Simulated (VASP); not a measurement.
```xyz
4
Lattice="3.2211 0.0000 0.0000 0.0000 3.2211 0.0000 0.0000 0.0000 3.2211" Properties=species:S:1:pos:R:3 pbc="T T T"
Be    0.0000    0.0000    0.0000
Be    1.6105    1.6105    0.0000
Be    1.6105    0.0000    1.6105
Be    0.0000    1.6105    1.6105
```

Space group Fm-3m; a generated structure, not necessarily the stable one; computed pressure about −7 GPa in this cell.

Computed with Kohn-Sham DFT of a periodic cell, PBE, VASP PAW PBE potentials, recommended in VASP 6.6.1.

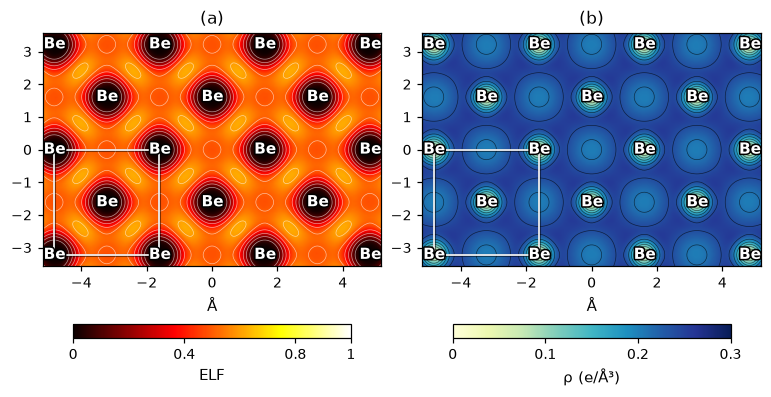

Be. (a) electron localisation function; (b) valence charge density (pseudo) on the (100) plane of the conventional cell.

In a PAW calculation such maps are meaningful between the atoms, not at the nuclei.

Question: What does the map show?

Answer: Atoms in the plane: Be. Be–Be (2.28 Å): ρ at the midpoint is about 0.25 e/Å³; the ELF peaks at about 0.60 between the atoms. Between the atoms the lowest density in this plane is 0.2 e/Å³.
